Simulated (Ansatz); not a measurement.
# Run report: GaAs, single-point calculation (part 2 of 2)

The same run, continued: GaAs (F-43m, 32 atoms in the cell); DFT PBEsol, scalar-relativistic, plane waves, PAW, no spin polarisation (Ansatz 0.2.0); cutoff 420 eV, 3×3×3 k-mesh, Gaussian smearing of 0.02 eV. The structure derives from a Materials Project entry. It belongs to a series of runs on one base structure; here: the perfect crystal in a cell of 32 atoms.

Output, continued
```
  k-point 1: bands = ["-27.1500", "-27.1500", "-27.1499", "-27.1494", "-27.1494", "-27.1494", "-27.1493", "-27.1493", "-27.1493", "-27.1493", ... 59 levels left out ..., "-27.1392", "-27.1391", "-27.1391", "-27.1391", "-27.1391", "-27.1390", "-27.1390", "-27.1390", "-27.1387", "-27.1387", "-27.1387", "-6.8678", "-6.8651", "-6.8651", "-6.8556", "-6.8485", "-6.8485", "-6.8485", "-6.8485", "-6.8476", "-6.8476", "-6.8313", "-6.8313", "-6.8313", "-6.8313", "-6.8110", "-6.7774", "-6.7571", "-6.7549",
      "-6.7478", "-6.7444", "-6.7412", "-6.7412", "-6.7412", "-6.7412", "-6.7384", "-6.7384", "-6.7384", "-6.7384", "-6.7358", "-6.7358", "-6.7358", "-6.7358", "-6.7332", "-6.7332", "-6.7304", "-6.7291", "-6.7291", "-6.7291", "-6.7291", "-6.7266", "-6.7266", "-6.7230", "-6.7194", "-6.7187", "-6.7187", "-6.7164", "-6.7164", "-6.7143", "-6.7023", "-6.7023", "-6.7012", "-6.6923", "-6.6923", "-6.6902", "-6.6860", "-6.6860", "-6.6860", "-6.6860",
      "-6.6858", "-6.6858", "-6.6858", "-6.6858", "-6.6848", "-6.6830", "-6.6812", "-6.6800", "-6.6793", "-6.6793", "-6.6793", "-6.6793", "-6.6789", "-6.6777", "-6.6777", "-6.6777", "-6.6777", "-6.6761", "-6.6761", "-6.6725", "-6.6716", "-6.6716", "-4.5014", "-3.9002", "-3.3867", "-3.3867", "-3.3867", "-3.3867", "-2.9082", "-2.9082", "-2.6844", "-2.6844", "-2.6844", "-2.6844", "-2.4911", "-2.4911", "-2.4055", "-2.2066", "1.2783", "1.5541",
      "1.6248", "1.6248", "1.6582", "1.6582", "1.6582", "1.6582", "2.2043", "2.2043", "2.6099", "2.6099", "2.6099", "2.6099", "3.8805", "4.0239", "4.5345", "4.6738", "4.6738", "4.6738", "4.6738", "4.7887", "4.7887", "5.1453", "5.1453", "5.3370", "5.3370", "5.5260", "5.7376", "5.7376", "5.7376", "5.7376", "5.9107", "5.9386", "5.9591", "5.9591", "6.0588", "6.2291", "6.2291", "6.2291", "6.2291", "6.8107",
      "6.8107", "6.8107", "6.8107", "7.3300", "7.4917", "7.9032", "9.6684", "9.8471", "9.9079", "9.9079", "10.1789", "10.4025", "10.4025", "10.4606", "10.4606", "10.4606", "10.4606", "10.5503", "10.8500", "10.8500", "10.8500", "10.8500", "11.1409", "11.3966", "11.3966", "11.7854", "11.8067", "11.8067", "11.9299", "12.1647", "12.1647", "12.1647", "12.1647", "12.3985", "12.3985", "12.3985", "12.3985", "12.4348", "12.5663", "12.6629",
      "13.0301", "13.0301", "13.4737", "13.4737", "13.4737", "13.4737", "13.5973", "13.8292", "14.1828", "14.1828", "14.1828"]
  k-point 2: bands = ["-27.1497", "-27.1497", "-27.1497", "-27.1495", "-27.1495", "-27.1495", "-27.1495", "-27.1495", "-27.1495", "-27.1494", ... 59 levels left out ..., "-27.1391", "-27.1391", "-27.1389", "-27.1389", "-27.1389", "-27.1389", "-27.1389", "-27.1389", "-27.1389", "-27.1389", "-27.1389", "-6.8579", "-6.8579", "-6.8579", "-6.8579", "-6.8579", "-6.8579", "-6.8484", "-6.8484", "-6.8484", "-6.8462", "-6.8462", "-6.8462", "-6.8238", "-6.8027", "-6.8027", "-6.8027", "-6.7495", "-6.7495",
      "-6.7495", "-6.7477", "-6.7477", "-6.7477", "-6.7448", "-6.7448", "-6.7371", "-6.7371", "-6.7371", "-6.7330", "-6.7330", "-6.7330", "-6.7297", "-6.7297", "-6.7297", "-6.7288", "-6.7288", "-6.7288", "-6.7288", "-6.7288", "-6.7288", "-6.7266", "-6.7266", "-6.7266", "-6.7207", "-6.7207", "-6.7207", "-6.7207", "-6.7207", "-6.7207", "-6.6957", "-6.6957", "-6.6957", "-6.6938", "-6.6938", "-6.6938", "-6.6938", "-6.6938", "-6.6938", "-6.6857",
      "-6.6857", "-6.6857", "-6.6850", "-6.6850", "-6.6850", "-6.6803", "-6.6803", "-6.6795", "-6.6795", "-6.6795", "-6.6768", "-6.6768", "-6.6768", "-6.6759", "-6.6759", "-6.6759", "-6.6759", "-6.6759", "-6.6759", "-6.6739", "-6.6739", "-6.6739", "-4.0933", "-4.0933", "-4.0933", "-3.5695", "-3.0348", "-3.0348", "-3.0348", "-2.8221", "-2.8221", "-2.8221", "-2.4268", "-2.4268", "-2.4268", "-2.4268", "-2.4268", "-2.4268", "1.5482", "1.5482",
      "1.5482", "1.5482", "1.5482", "1.5482", "1.6136", "1.6136", "1.6136", "2.3498", "2.3498", "2.3498", "2.6203", "4.2559", "4.2559", "4.2559", "4.4203", "4.4203", "4.4203", "4.4203", "4.4203", "4.4203", "5.2890", "5.2890", "5.2890", "5.3638", "5.3638", "5.3638", "5.6324", "5.6324", "5.6324", "5.6324", "5.6324", "5.6324", "5.9501", "5.9501", "5.9501", "6.3763", "6.3763", "6.3763", "7.0556", "7.0556",
      "7.0556", "7.0913", "7.0913", "7.1158", "7.1158", "7.1158", "9.1600", "10.0967", "10.0967", "10.0967", "10.1061", "10.1061", "10.1061", "10.2785", "10.2785", "10.2785", "10.4789", "10.4789", "10.4789", "10.4789", "10.4789", "10.4789", "11.6272", "11.6272", "11.6272", "11.8158", "11.8158", "11.8158", "12.4169", "12.4169", "12.4169", "12.6569", "12.6569", "12.6569", "12.6569", "12.6569", "12.6569", "12.6769", "12.6769", "13.0615",
      "13.0615", "13.0615", "13.5287", "13.5287", "13.5287", "13.7542", "13.7542", "13.7542", "14.0255", "14.0255", "14.0255"]
  k-point 3: bands = ["-27.1500", "-27.1497", "-27.1497", "-27.1497", "-27.1497", "-27.1496", "-27.1496", "-27.1496", "-27.1491", "-27.1491", ... 59 levels left out ..., "-27.1390", "-27.1390", "-27.1390", "-27.1390", "-27.1389", "-27.1389", "-27.1389", "-27.1389", "-27.1388", "-27.1388", "-27.1388", "-6.8642", "-6.8642", "-6.8577", "-6.8577", "-6.8577", "-6.8577", "-6.8506", "-6.8410", "-6.8410", "-6.8410", "-6.8410", "-6.8258", "-6.8258", "-6.8258", "-6.8258", "-6.7958", "-6.7487", "-6.7487",
      "-6.7403", "-6.7403", "-6.7403", "-6.7403", "-6.7398", "-6.7398", "-6.7398", "-6.7398", "-6.7386", "-6.7386", "-6.7386", "-6.7386", "-6.7369", "-6.7369", "-6.7369", "-6.7369", "-6.7310", "-6.7310", "-6.7310", "-6.7310", "-6.7244", "-6.7244", "-6.7240", "-6.7240", "-6.7189", "-6.7189", "-6.7189", "-6.7189", "-6.7158", "-6.7158", "-6.7005", "-6.6967", "-6.6967", "-6.6918", "-6.6918", "-6.6918", "-6.6918", "-6.6913", "-6.6913", "-6.6913",
      "-6.6913", "-6.6872", "-6.6794", "-6.6794", "-6.6794", "-6.6794", "-6.6789", "-6.6789", "-6.6789", "-6.6789", "-6.6787", "-6.6786", "-6.6786", "-6.6786", "-6.6786", "-6.6761", "-6.6761", "-6.6761", "-6.6761", "-6.6752", "-6.6752", "-6.6726", "-4.2902", "-3.7022", "-3.7022", "-3.7022", "-3.7022", "-3.1598", "-2.9852", "-2.9852", "-2.9852", "-2.9852", "-2.3004", "-2.3004", "-2.3004", "-2.3004", "-2.1730", "-2.1730", "1.3298", "1.3298",
      "1.5019", "1.5019", "1.5019", "1.5019", "1.5542", "1.5542", "1.5542", "1.5542", "2.6490", "3.6124", "3.6124", "3.6124", "3.6124", "4.2091", "4.2091", "4.2091", "4.2091", "4.6553", "4.6553", "4.7978", "4.7978", "5.2630", "5.2630", "5.2630", "5.2630", "5.2836", "5.7872", "5.7872", "5.9502", "5.9502", "5.9502", "5.9502", "6.2013", "6.2013", "6.2013", "6.2013", "6.5351", "6.5351", "6.5351", "6.5351",
      "6.8561", "6.8561", "6.8561", "6.8561", "7.0022", "7.0022", "9.5107", "9.5865", "9.5865", "9.5865", "9.5865", "10.4841", "10.5038", "10.5038", "10.5038", "10.5038", "10.5777", "11.0555", "11.2055", "11.2055", "11.3443", "11.3443", "11.3443", "11.3443", "11.4138", "11.4138", "11.7411", "11.7411", "11.7411", "11.7411", "12.5035", "12.5035", "12.5035", "12.5035", "12.8075", "12.8075", "12.8075", "12.8075", "13.0386", "13.0386",
      "13.0386", "13.0386", "13.2659", "13.2659", "13.3017", "13.3017", "13.3017", "13.3017", "13.6600", "13.6600", "13.6600"]
```

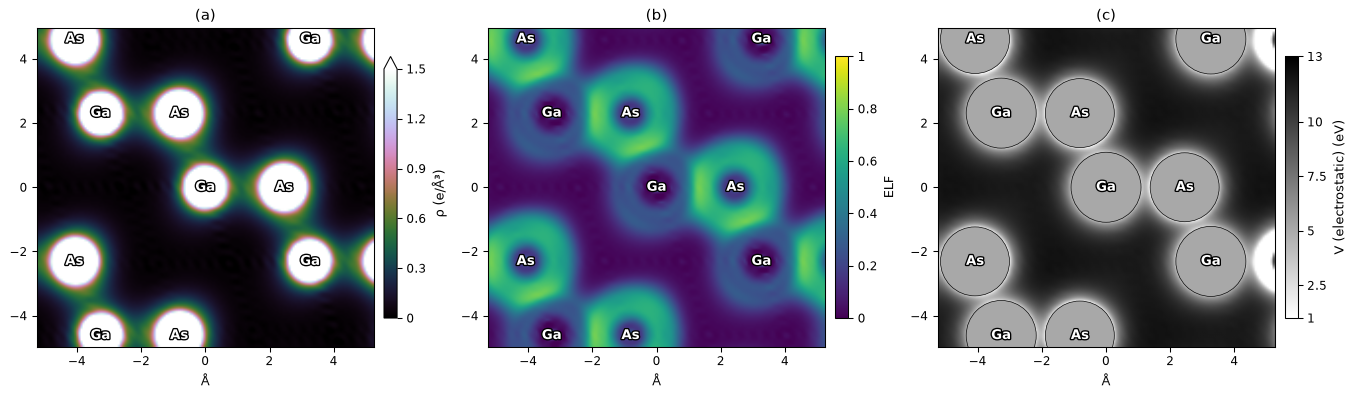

Fig. 1: (a) valence charge density (pseudo); (b) electron localisation function; (c) electrostatic potential (local pseudopotential plus Hartree) felt by an electron on the (010) plane of the calculation cell. Grey discs, where drawn, cover atomic cores. Atoms in the plane: Ga and As. Ga–As (2.45 Å): the density is about 0.5 e/Å³ at the midpoint; the ELF peaks at about 0.80 between the atoms (a shared electron pair). The density dies away to nearly zero in the voids. Outside the cores the potential energy rises away from the atoms and is highest about 2.3 Å from the nearest atoms; outside the discs it spans about 11 eV, and its zero is arbitrary. In a PAW calculation such maps are meaningful between the atoms, not at the nuclei.

Key numbers

```json
{"quantity": "outcome", "value": "converged"}
{"quantity": "space group (tolerance 0.01 Å)", "value": "F-43m (216)"}
{"quantity": "electrons treated", "value": "448"}
{"quantity": "free energy", "value": "−136909.7379 eV"}
{"quantity": "Fermi energy", "value": "8.232 eV"}
{"quantity": "gap on the k-point mesh", "value": "0.43 eV"}
{"quantity": "pressure", "value": "0.02 GPa"}
{"quantity": "largest force (length of the vector)", "value": "under 0.001 eV/Å"}
{"quantity": "hardware", "value": "4 threads of Intel Xeon @ 2.70GHz, 189 GiB of memory available, shared host"}
{"quantity": "wall time", "value": "39 s (CPU time 2.1 min)"}
{"quantity": "peak memory", "value": "3.3 GiB"}
```
